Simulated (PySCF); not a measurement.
## NMR shielding calculation, with input and output: C8H6

The run: NMR shielding calculation of C8H6, SMILES C#Cc1ccccc1. Method and program: GIAO KT3/pcSseg-1 NMR shielding, non-relativistic, IEF-PCM benzene (PySCF 2.14.0).

The geometry comes from this level: GFN2-xTB, MD frame at 5599.5 fs, 250 K. Figures and captions count atoms from 1; the log counts them from 0 in places.

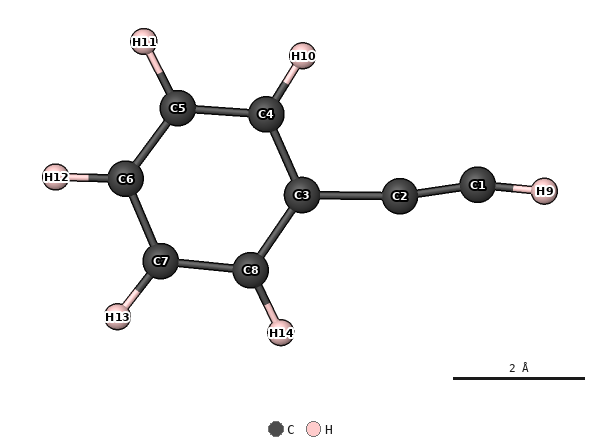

*The structure (ball-and-stick view, seen on its broad side; atoms are numbered from 1 in the order of the input).*

Bond lengths as drawn: C–C 1.20 to 1.50 Å and C–H 1.03 to 1.15 Å.

### The input
```
{"job": {"kind": "nmr", "xc": "KT3", "basis": "pcSseg-1", "pop": false, "solvent": "benzene"}, "charge": 0, "multiplicity": 1}
C      0.367756    -1.079551     3.211973
C     -0.092469    -0.395424     2.333954
C     -0.451947     0.432920     1.134429
C      0.535142     0.549990     0.204909
C      0.244813     1.213297    -0.944205
C     -0.954003     1.790151    -1.162130
C     -1.954852     1.709426    -0.216867
C     -1.673041     1.092586     0.990405
H      0.581670    -1.534578     4.106120
H      1.473671     0.069728     0.272819
H      1.032664     1.328871    -1.775765
H     -1.189477     2.398805    -2.015950
H     -2.894258     2.207796    -0.403039
H     -2.456983     0.919253     1.713360
```

The first line tells a small driver script what to run in PySCF; the rest is the geometry in Å.

Run on 1 CPU thread, shared host.

Launch command:
```bash
OMP_NUM_THREADS=1 python <driver script> task.json out
```

### Log
```
coarse grid: 12408 points
cycle   1  E = -313.3911371618  dE =  1.235e+00  |g| = 5.415e-01  |ddm| = 4.018e+00
cycle   2  E = -313.3483668101  dE =  4.277e-02  |g| = 6.768e-01  |ddm| = 1.506e+00
cycle   3  E = -313.4646509984  dE = -1.163e-01  |g| = 1.836e-01  |ddm| = 9.529e-01
cycle   4  E = -313.4733169885  dE = -8.666e-03  |g| = 5.926e-02  |ddm| = 2.216e-01
cycle   5  E = -313.4741084444  dE = -7.915e-04  |g| = 2.381e-02  |ddm| = 7.320e-02
cycle   6  E = -313.4742617909  dE = -1.533e-04  |g| = 6.783e-03  |ddm| = 2.737e-02
cycle   7  E = -313.4742731984  dE = -1.141e-05  |g| = 2.557e-03  |ddm| = 9.161e-03
cycle   8  E = -313.4742750300  dE = -1.832e-06  |g| = 3.676e-04  |ddm| = 3.272e-03
final grid: 121896 points
cycle   9  E = -313.4703466122  dE = -1.883e-04  |g| = 4.984e-03  |ddm| = 1.324e-01
cycle  10  E = -313.4703449797  dE =  1.633e-06  |g| = 5.231e-03  |ddm| = 1.054e-02
cycle  11  E = -313.4703515514  dE = -6.572e-06  |g| = 2.060e-03  |ddm| = 8.217e-03
cycle  12  E = -313.4703525946  dE = -1.043e-06  |g| = 6.553e-04  |ddm| = 1.927e-03
cycle  13  E = -313.4703526963  dE = -1.017e-07  |g| = 1.843e-04  |ddm| = 7.064e-04
cycle  14  E = -313.4703527050  dE = -8.689e-09  |g| = 4.960e-05  |ddm| = 2.519e-04
cycle  15  E = -313.4703527056  dE = -5.789e-10  |g| = 2.364e-05  |ddm| = 7.964e-05
```

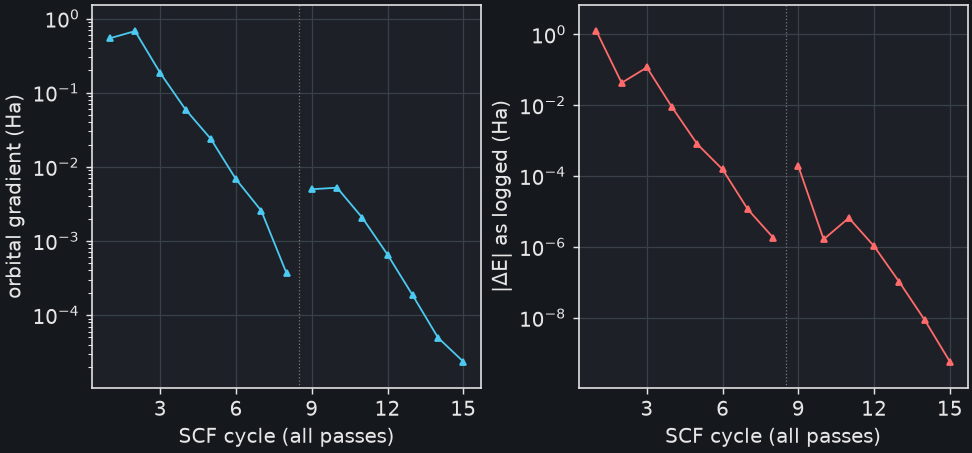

*Convergence of the self-consistent field: orbital gradient and size of the energy change against the SCF cycle. The dotted line marks the change from a coarse to the final integration grid.*

The first 8 cycles use a coarse grid, the final grid takes over at cycle 9, and the field converges after 15 cycles in all.

```
converged SCF energy = -313.4703527056

GIAO shielding tensors (ppm)
atom      isotropic    diamagn.    paramagn.     s11        s22        s33       span
  0 C      114.533     256.583    -142.050     53.855     60.293    229.451    175.597
  1 C       96.436     252.090    -155.654     -7.498     10.341    286.466    293.965
  2 C       66.300     261.008    -194.707    -18.426     61.428    155.899    174.325
  3 C       63.349     250.472    -187.123    -32.278     55.809    166.517    198.795
  4 C       64.134     252.634    -188.501    -29.920     54.771    167.550    197.470
  5 C       64.631     250.956    -186.325    -35.526     54.599    174.819    210.346
  6 C       59.141     253.043    -193.902    -45.843     50.165    173.101    218.945
  7 C       63.060     246.268    -183.208    -29.116     47.520    170.776    199.892
  8 H       29.822      33.858      -4.036     24.965     25.623     38.878     13.913
  9 H       24.548      33.691      -9.143     20.776     24.042     28.827      8.052
 10 H       23.729      29.347      -5.618     19.568     25.662     25.956      6.387
 11 H       24.555      29.964      -5.409     21.149     25.128     27.386      6.237
 12 H       24.284      29.068      -4.784     21.393     24.563     26.895      5.502
 13 H       24.388      30.206      -5.818     20.935     24.343     27.885      6.950
```

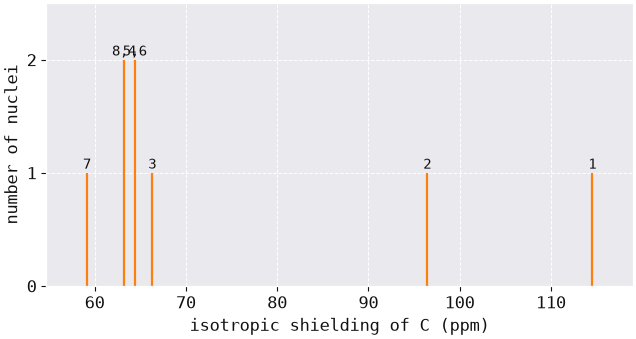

*Isotropic shieldings of the carbon nuclei in this fixed geometry, labelled by atom number; shielding grows to the right, so chemical shift grows to the left.*

The least shielded is C7 (59.1 ppm), the most shielded C1 (114.5 ppm).

### Summary

| quantity | value |
| --- | --- |
| outcome | converged |
| total energy | −313.470353 hartree |
| HOMO | −6.07 eV |
| LUMO | −1.66 eV |
| dipole moment | 1.05 D |
| isotropic shielding, C | 59.1 to 114.5 ppm |
| isotropic shielding, H | 23.7 to 29.8 ppm |
| wall time | 15 s |
| peak memory | 0.72 GiB |
